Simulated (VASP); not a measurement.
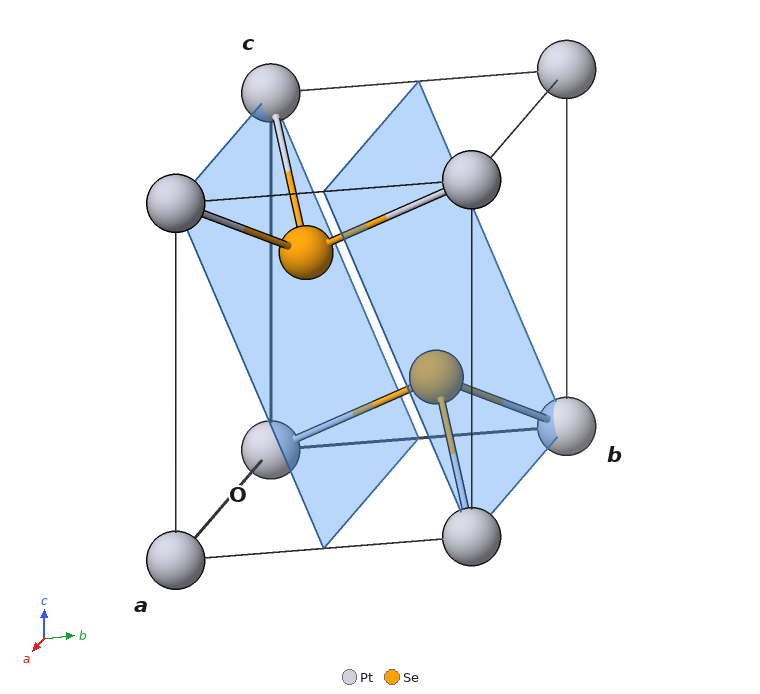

For PtSe₂, the end point of a relaxation with VASP Kohn-Sham DFT of a periodic cell, PBEsol, VASP PAW PBE potentials, recommended (VASP): every member of one family of equally spaced planes, hx + ky + lz = a whole number, that cuts the unit cell is shaded (one member passes through the origin O, touching the cell only at an edge or corner). Symmetry computed with spglib at a tolerance of 0.002 Å; standard conventional cell.

a = 3.766 Å, b = 3.766 Å, c = 4.820 Å, α = 90.00°, β = 90.00°, γ = 120.00°.

Question: Which (hkl) family is drawn?

Answer: (0 2 1), in four indices (0 2 −2 1); the opposite sign names the same planes. The member next to the origin meets the axes a never, b at 1/2, c at 1.

Question: What is the spacing?

Answer: d = 1.545 Å.

Question: Which atoms of the cell lie in these planes (within 0.03 Å)?

Answer: The Pt atom.
